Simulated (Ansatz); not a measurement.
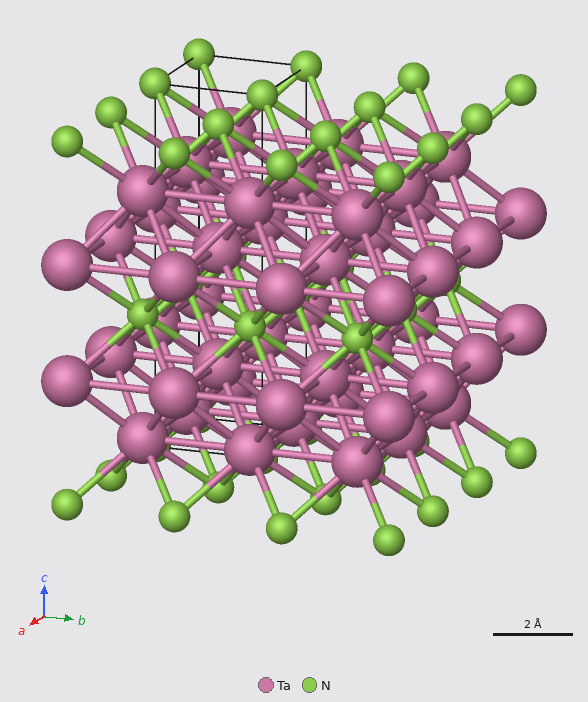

The starting structure (ball-and-stick view of the cell 2 times as large as that of the calculation, set on its symmetry axes, repeated 3 × 3 × 1, seen slightly off an axis).

# Run report: Ta2N, geometry relaxation (part 1 of 2)

The run: geometry relaxation of Ta2N (I4/mmm, 3 atoms in the cell). Method and program: DFT PBE, scalar-relativistic, plane waves, PAW, no spin polarisation (Ansatz 0.2.0).

The structure was made by swapping elements on the sites of another compound; it need not be a known phase. It belongs to a series of runs on one base structure; here: Ti2Pd type (I4/mmm, No. 139).

**Input file**
```yaml
crystal:
  lattice:
    - [-1.4765856484, 1.4765856484, 4.8043987408]
    - [1.4765856484, -1.4765856484, 4.8043987408]
    - [1.4765856484, 1.4765856484, -4.8043987408]
  atoms:
    - { symbol: Ta, position: [0.34, 0.34, 0.0] }
    - { symbol: Ta, position: [0.66, 0.66, 0.0] }
    - { symbol: "N", position: [0.0, 0.0, 0.0] }
basis:
  ecutwfc: 420
kpoints:
  mp_grid: { grid: [8, 8, 8] }
hamiltonian:
  xc: pbe
scf:
  occupations: { method: gaussian, width: 0.1 }
  lower_state_search: "off"
output:
  forces: true
  stress: true
  eigenvalues: true
relax:
  adjacent_minimum: "off"
  f_tol: 0.04
  max_steps: 70
  cell: { stress_tol: 0.4 }
```

Run on 1 thread of Intel Xeon (Granite Rapids), 32 GiB of memory available, shared host.

Launched with:
```bash
ansatz run input.yaml --threads 1 --pin off --max-ram 2560MiB --backend cpu --events-out ev --progress --plain --runs-dir out
```

**Output**
```
basis.fft_grid_basis auto: the FFT boxes are laid along the combinations [[1, 0, 1], [0, 1, 1], [0, 0, 1]] of the cell's own vectors, 2.953, 2.953 and 5.239 Å long. The dense box has 20×20×36 points. Along the cell's own vectors, as sized, it would have 36×36×36, 3.24 times as many. Of the 16 symmetry operations that the crystal satisfies within crystal.symmetry.tolerance (time reversal apart; of a slab, those that keep its plane) the dense box along the cell's own vectors carries 16, and the one as laid loses 12 of those. basis.fft_grid_basis: typed keeps the cell's own vectors: state it where this run's energies or levels are differenced outside the engine with another run's, or held beside a run that keeps those vectors.
Engine: ansatz 0.2.0, x86_64-unknown-linux-gnu
Pseudopotentials: kind: paw
Pseudopotential: Ta, paw, valence charge 13, recommended cutoff 420 eV (normal), Ta.paw.azcp
Pseudopotential: N, paw, valence charge 5, recommended cutoff 420 eV (normal), N.paw.azcp
Functional definition: PBE
  parameter kappa = 0.804
  parameter beta = 0.06672455060314922
  exchange = pbe_x(kappa = kappa, mu = beta*pi^2/3)
  correlation = pbe_c(beta = beta)
Crystal: 3 atoms, lattice volume = 41.900 Å³
Basis set: ecut = 420 eV, 789 PW (Γ), FFT grids on a1+a3, a2+a3, a3, exchange–correlation on 40×40×72 points (8 copies of the dense FFT grid, shifted against one another)
Bands: 20, of which v1, the nominal top of the filled ones, is band 16 counted from 1 (15 counted from 0)
Symmetry: 16 space group operations
Space group: I4/mmm (ITA 139), of the structure as read, at distance tolerance 3.5e-5 Å
k-points: 59 of 512
Non-local potential: Ta, projectors of the file, l = 0: 3, l = 1: 2, l = 2: 2, l = 3: 1
Non-local potential: N, projectors of the file, l = 0: 2, l = 1: 2, l = 2: 1
PAW form: soft (Blöchl's): semilocal exchange-correlation on the pseudo side does not see the compensation charge
PAW one-centre angular grid: Ta, 590 points (default); XC on 64 Gauss nodes
PAW one-centre angular grid: N, 110 points (default); XC on 64 Gauss nodes
Initial density: superposition of atomic densities (neutral atoms: chi_scale 0, normalization atom), corrected by the library's trained network
Initial wavefunctions: pseudopotential atomic-orbital guess
Functional: x = pbe(κ = 0.804, μ = 0.2195149727645171), c = pbe(β = 0.06672455060314922)
SCF iter   1: F=—  HF=-20246.600052 eV  |F-HF|=—  |Δ(HF+E_count)|=         —  Δρ=1.94e-2  dr2=3.11e-1  ethr=1.77e-3  ⟨swp⟩=5.4  Hψ=5342  notcnv=0
preconditioner: auto → Kerker (q_TF=auto, 2.595 Å⁻¹)  [metal: Δε(μ)=0.025 eV  Ē_g=6.670 eV  σ=0.100 eV  W_gap=0.14  n_scr=10 (ndim 8)  ℏωp=22.2 eV  f_vac=0.000  D(μ)=4.62/eV (n_scr^D=62)]
SCF iter   2: F=—  HF=-20246.570114 eV  |F-HF|=—  |Δ(HF+E_count)|=   2.99e-2  Δρ=9.85e-3  dr2=1.01e-1  ethr=1.00e-3  ⟨swp⟩=1.0  Hψ=1652  notcnv=0
SCF iter   3: F=—  HF=-20246.553626 eV  |F-HF|=—  |Δ(HF+E_count)|=   1.65e-2  Δρ=1.86e-3  dr2=3.17e-3  ethr=3.24e-4  ⟨swp⟩=1.9  Hψ=1353  notcnv=0
SCF iter   4: F=—  HF=-20246.552750 eV  |F-HF|=—  |Δ(HF+E_count)|=   8.76e-4  Δρ=4.27e-4  dr2=6.16e-5  ethr=1.02e-5  ⟨swp⟩=2.0  Hψ=1538  notcnv=0
SCF iter   5: F=—  HF=-20246.552794 eV  |F-HF|=—  |Δ(HF+E_count)|=   4.41e-5  Δρ=8.71e-5  dr2=3.26e-6  ethr=1.99e-7  ⟨swp⟩=2.2  Hψ=1625  notcnv=0
SCF iter   6: F=-20246.552794 eV  HF=-20246.552794 eV  |F-HF|=4.75e-9  |Δ(HF+E_count)|=   6.92e-8  Δρ=1.56e-5  dr2=8.85e-8  ethr=3.23e-10  ⟨swp⟩=4.6  Hψ=5438  notcnv=0
SCF 1 converged in 6 iterations: F = -20246.552794 eV  dr2 = 8.85e-8
  greatest PAW one-centre occupation: 0.999 electrons in one spin orbital (limit 2), on the Ta atom at site 1 (counted from 0), in its partial waves of l = 0
relax step   1: F+E_penalty+E_count = -20246.55279407 eV  Δ(F+E_penalty+E_count) = +0.000e0 eV  max|allowed force component| = 6.404e0 eV/Å  Δτ_max = 0.0000 Å  P = +4.152 GPa  Ω = 41.900 Å³  (6 SCF iters, dr2 threshold 1.00e-7 eV, accepted)
Crystal: 3 atoms, lattice volume = 42.040 Å³
Basis set: ecut = 420 eV, 805 PW (Γ), FFT grids on a1+a3, a2+a3, a3, exchange–correlation on 40×40×72 points (8 copies of the dense FFT grid, shifted against one another)
Initial density: handed on by an earlier stage of this run
Initial wavefunctions: those handed on with the density
SCF iter   1: F=—  HF=-20248.693541 eV  |F-HF|=—  |Δ(HF+E_count)|=         —  Δρ=4.29e-2  dr2=1.23e0  ethr=3.10e-3  ⟨swp⟩=7.6  Hψ=5875  notcnv=0
preconditioner: auto → Kerker (q_TF=auto, 2.593 Å⁻¹)  [metal: Δε(μ)=0.018 eV  Ē_g=7.237 eV  σ=0.100 eV  W_gap=0.10  n_scr=12 (ndim 8)  ℏωp=22.2 eV  f_vac=0.000  D(μ)=1.54/eV (n_scr^D=10)]
SCF iter   2: F=—  HF=-20248.525874 eV  |F-HF|=—  |Δ(HF+E_count)|=   1.68e-1  Δρ=2.41e-2  dr2=4.27e-1  ethr=3.10e-3  ⟨swp⟩=2.0  Hψ=1815  notcnv=0  defer=8
SCF iter   3: F=—  HF=-20248.436824 eV  |F-HF|=—  |Δ(HF+E_count)|=   8.91e-2  Δρ=9.53e-3  dr2=6.76e-2  ethr=1.38e-3  ⟨swp⟩=2.2  Hψ=1817  notcnv=0  defer=10
SCF iter   4: F=—  HF=-20248.424887 eV  |F-HF|=—  |Δ(HF+E_count)|=   1.19e-2  Δρ=2.74e-3  dr2=3.11e-3  ethr=2.18e-4  ⟨swp⟩=1.7  Hψ=1758  notcnv=0  defer=10
SCF iter   5: F=—  HF=-20248.423965 eV  |F-HF|=—  |Δ(HF+E_count)|=   9.22e-4  Δρ=6.91e-4  dr2=2.47e-4  ethr=1.00e-5  ⟨swp⟩=2.1  Hψ=1778  notcnv=0  defer=10
SCF iter   6: F=—  HF=-20248.423966 eV  |F-HF|=—  |Δ(HF+E_count)|=   9.11e-7  Δρ=1.53e-4  dr2=6.38e-6  ethr=7.97e-7  ⟨swp⟩=2.0  Hψ=1527  notcnv=0  defer=10
SCF iter   7: F=-20248.423966 eV  HF=-20248.423966 eV  |F-HF|=8.29e-9  |Δ(HF+E_count)|=   7.23e-7  Δρ=1.81e-5  dr2=8.29e-8  ethr=9.68e-10  ⟨swp⟩=5.5  Hψ=5943  notcnv=0
the search or the solves at the SCF's close seem to have found levels that the self-consistency loop had missed (the run counts 1). By its estimate they hold under 1e-12 electrons; where the run keeps them, the occupations were computed again with them
SCF 2 converged in 7 iterations: F = -20248.423966 eV  dr2 = 8.29e-8
relax step   2: F+E_penalty+E_count = -20248.42396649 eV  Δ(F+E_penalty+E_count) = -1.871e0 eV  max|allowed force component| = 1.636e0 eV/Å  Δτ_max = 0.1953 Å  P = -11.653 GPa  Ω = 42.040 Å³  energy of the carried Pulay correction = -2.302e-4 eV  (7 SCF iters, dr2 threshold 3.00e-7 eV, accepted)
Crystal: 3 atoms, lattice volume = 38.897 Å³
Basis set: ecut = 420 eV, 765 PW (Γ), FFT grids on a1+a3, a2+a3, a3, exchange–correlation on 40×40×72 points (8 copies of the dense FFT grid, shifted against one another)
iter 1 solved again at ethr=3.35e-4 eV; its pass at ethr=3.10e-3 eV (dr2=1.04e-1 eV) is discarded
SCF iter   1: F=—  HF=-20248.778530 eV  |F-HF|=—  |Δ(HF+E_count)|=         —  Δρ=1.95e-2  dr2=1.04e-1  ethr=3.35e-4  ⟨swp⟩=1.0  Hψ=8410  notcnv=0
preconditioner: auto → Kerker (q_TF=auto, 2.627 Å⁻¹)  [metal: Δε(μ)=0.076 eV  Ē_g=7.935 eV  σ=0.100 eV  W_gap=0.37  n_scr=12 (ndim 8)  ℏωp=23.1 eV  f_vac=0.000  D(μ)=0.99/eV (n_scr^D=2)]
SCF iter   2: F=—  HF=-20248.767475 eV  |F-HF|=—  |Δ(HF+E_count)|=   1.11e-2  Δρ=1.10e-2  dr2=3.62e-2  ethr=3.35e-4  ⟨swp⟩=1.2  Hψ=1192  notcnv=0
SCF iter   3: F=—  HF=-20248.761027 eV  |F-HF|=—  |Δ(HF+E_count)|=   6.45e-3  Δρ=3.28e-3  dr2=5.72e-3  ethr=1.17e-4  ⟨swp⟩=2.2  Hψ=1497  notcnv=0
SCF iter   4: F=—  HF=-20248.759886 eV  |F-HF|=—  |Δ(HF+E_count)|=   1.14e-3  Δρ=8.38e-4  dr2=2.65e-4  ethr=1.85e-5  ⟨swp⟩=2.0  Hψ=1547  notcnv=0
SCF iter   5: F=—  HF=-20248.759895 eV  |F-HF|=—  |Δ(HF+E_count)|=   9.15e-6  Δρ=1.22e-4  dr2=5.26e-6  ethr=8.54e-7  ⟨swp⟩=2.0  Hψ=1499  notcnv=0
SCF iter   6: F=—  HF=-20248.759895 eV  |F-HF|=—  |Δ(HF+E_count)|=   1.06e-7  Δρ=2.99e-5  dr2=4.62e-7  ethr=1.70e-8  ⟨swp⟩=2.4  Hψ=1754  notcnv=0
SCF iter   7: F=-20248.759895 eV  HF=-20248.759895 eV  |F-HF|=5.73e-9  |Δ(HF+E_count)|=   4.68e-8  Δρ=4.94e-6  dr2=1.17e-8  ethr=9.68e-10  ⟨swp⟩=5.7  Hψ=4862  notcnv=0
SCF 3 converged in 7 iterations: F = -20248.759895 eV  dr2 = 1.17e-8
relax step   3: F+E_penalty+E_count = -20248.75989471 eV  Δ(F+E_penalty+E_count) = -3.359e-1 eV  max|allowed force component| = 2.566e0 eV/Å  Δτ_max = 0.0992 Å  P = +7.671 GPa  Ω = 38.897 Å³  energy of the carried Pulay correction = +5.130e-3 eV  (7 SCF iters, dr2 threshold 3.00e-7 eV, accepted)
Crystal: 3 atoms, lattice volume = 40.011 Å³
Basis set: ecut = 420 eV, 797 PW (Γ), FFT grids on a1+a3, a2+a3, a3, exchange–correlation on 40×40×72 points (8 copies of the dense FFT grid, shifted against one another)
iter 1 solved again at ethr=4.58e-4 eV; its pass at ethr=3.10e-3 eV (dr2=1.42e-1 eV) is discarded
SCF iter   1: F=—  HF=-20248.998430 eV  |F-HF|=—  |Δ(HF+E_count)|=         —  Δρ=1.71e-2  dr2=1.43e-1  ethr=4.58e-4  ⟨swp⟩=1.0  Hψ=7808  notcnv=0
preconditioner: auto → Kerker (q_TF=auto, 2.615 Å⁻¹)  [metal: Δε(μ)=0.014 eV  Ē_g=7.630 eV  σ=0.100 eV  W_gap=0.08  n_scr=12 (ndim 8)  ℏωp=22.7 eV  f_vac=0.000  D(μ)=1.10/eV (n_scr^D=2)]
SCF iter   2: F=—  HF=-20248.974696 eV  |F-HF|=—  |Δ(HF+E_count)|=   2.37e-2  Δρ=9.86e-3  dr2=5.45e-2  ethr=4.58e-4  ⟨swp⟩=1.0  Hψ=1180  notcnv=0
SCF iter   3: F=—  HF=-20248.960793 eV  |F-HF|=—  |Δ(HF+E_count)|=   1.39e-2  Δρ=1.38e-3  dr2=7.09e-4  ethr=1.76e-4  ⟨swp⟩=2.7  Hψ=1893  notcnv=0
SCF iter   4: F=—  HF=-20248.960688 eV  |F-HF|=—  |Δ(HF+E_count)|=   1.04e-4  Δρ=6.64e-4  dr2=3.07e-4  ethr=2.29e-6  ⟨swp⟩=2.0  Hψ=1637  notcnv=0
SCF iter   5: F=—  HF=-20248.960631 eV  |F-HF|=—  |Δ(HF+E_count)|=   5.75e-5  Δρ=1.41e-4  dr2=8.16e-6  ethr=9.89e-7  ⟨swp⟩=2.0  Hψ=1519  notcnv=0
SCF iter   6: F=—  HF=-20248.960644 eV  |F-HF|=—  |Δ(HF+E_count)|=   1.29e-5  Δρ=3.45e-5  dr2=4.64e-7  ethr=2.63e-8  ⟨swp⟩=2.2  Hψ=1605  notcnv=0
SCF iter   7: F=-20248.960644 eV  HF=-20248.960644 eV  |F-HF|=5.93e-10  |Δ(HF+E_count)|=   5.50e-9  Δρ=4.94e-6  dr2=6.59e-9  ethr=9.68e-10  ⟨swp⟩=5.4  Hψ=4694  notcnv=0
SCF 4 converged in 7 iterations: F = -20248.960644 eV  dr2 = 6.59e-9
relax step   4: F+E_penalty+E_count = -20248.96064358 eV  Δ(F+E_penalty+E_count) = -2.007e-1 eV  max|allowed force component| = 1.580e-1 eV/Å  Δτ_max = 0.0448 Å  P = -3.047 GPa  Ω = 40.011 Å³  energy of the carried Pulay correction = +3.183e-3 eV  (7 SCF iters, dr2 threshold 3.00e-7 eV, accepted)
Crystal: 3 atoms, lattice volume = 39.591 Å³
iter 1 solved again at ethr=1.08e-5 eV; its pass at ethr=3.10e-3 eV (dr2=3.34e-3 eV) is discarded
SCF iter   1: F=—  HF=-20248.969191 eV  |F-HF|=—  |Δ(HF+E_count)|=         —  Δρ=1.70e-3  dr2=3.34e-3  ethr=1.08e-5  ⟨swp⟩=1.8  Hψ=7019  notcnv=0
preconditioner: auto → Kerker (q_TF=auto, 2.619 Å⁻¹)  [metal: Δε(μ)=0.016 eV  Ē_g=7.670 eV  σ=0.100 eV  W_gap=0.09  n_scr=12 (ndim 8)  ℏωp=22.9 eV  f_vac=0.000  D(μ)=1.42/eV (n_scr^D=12)]
SCF iter   2: F=—  HF=-20248.968769 eV  |F-HF|=—  |Δ(HF+E_count)|=   4.22e-4  Δρ=1.05e-3  dr2=1.30e-3  ethr=1.08e-5  ⟨swp⟩=1.0  Hψ=1180  notcnv=0
SCF iter   3: F=—  HF=-20248.968448 eV  |F-HF|=—  |Δ(HF+E_count)|=   3.21e-4  Δρ=5.24e-4  dr2=2.50e-4  ethr=4.19e-6  ⟨swp⟩=2.0  Hψ=1553  notcnv=0
SCF iter   4: F=—  HF=-20248.968418 eV  |F-HF|=—  |Δ(HF+E_count)|=   3.03e-5  Δρ=1.43e-4  dr2=6.14e-6  ethr=8.07e-7  ⟨swp⟩=2.0  Hψ=1564  notcnv=0
SCF iter   5: F=—  HF=-20248.968418 eV  |F-HF|=—  |Δ(HF+E_count)|=   2.04e-7  Δρ=2.51e-5  dr2=5.91e-7  ethr=1.98e-8  ⟨swp⟩=2.0  Hψ=1643  notcnv=0
SCF iter   6: F=-20248.968418 eV  HF=-20248.968418 eV  |F-HF|=6.22e-10  |Δ(HF+E_count)|=   1.16e-7  Δρ=4.54e-6  dr2=6.26e-9  ethr=9.68e-10  ⟨swp⟩=5.3  Hψ=4825  notcnv=0
SCF 5 converged in 6 iterations: F = -20248.968418 eV  dr2 = 6.26e-9
relax step   5: F+E_penalty+E_count = -20248.96841758 eV  Δ(F+E_penalty+E_count) = -7.774e-3 eV  max|allowed force component| = 3.255e-2 eV/Å  Δτ_max = 0.0062 Å  P = -0.520 GPa  Ω = 39.591 Å³  energy of the carried Pulay correction = +3.910e-3 eV  (6 SCF iters, dr2 threshold 3.00e-7 eV, accepted)
Crystal: 3 atoms, lattice volume = 39.520 Å³
iter 1 solved again at ethr=6.00e-8 eV; its pass at ethr=3.10e-3 eV (dr2=1.86e-5 eV) is discarded
SCF iter   1: F=—  HF=-20248.968661 eV  |F-HF|=—  |Δ(HF+E_count)|=         —  Δρ=2.50e-4  dr2=1.88e-5  ethr=6.00e-8  ⟨swp⟩=2.0  Hψ=6860  notcnv=0
preconditioner: auto → Kerker (q_TF=auto, 2.620 Å⁻¹)  [metal: Δε(μ)=0.041 eV  Ē_g=7.695 eV  σ=0.100 eV  W_gap=0.23  n_scr=12 (ndim 8)  ℏωp=22.9 eV  f_vac=0.000  D(μ)=1.40/eV (n_scr^D=12)]
SCF iter   2: F=—  HF=-20248.968680 eV  |F-HF|=—  |Δ(HF+E_count)|=   1.98e-5  Δρ=1.41e-4  dr2=6.28e-6  ethr=6.00e-8  ⟨swp⟩=1.0  Hψ=1180  notcnv=0
SCF iter   3: F=—  HF=-20248.968679 eV  |F-HF|=—  |Δ(HF+E_count)|=   1.24e-6  Δρ=3.24e-5  dr2=3.93e-7  ethr=2.03e-8  ⟨swp⟩=2.1  Hψ=1549  notcnv=0
SCF iter   4: F=-20248.968679 eV  HF=-20248.968679 eV  |F-HF|=2.84e-9  |Δ(HF+E_count)|=   8.37e-8  Δρ=8.94e-6  dr2=2.42e-8  ethr=9.68e-10  ⟨swp⟩=4.7  Hψ=3954  notcnv=0
SCF 6 converged in 4 iterations: F = -20248.968679 eV  dr2 = 2.42e-8
```
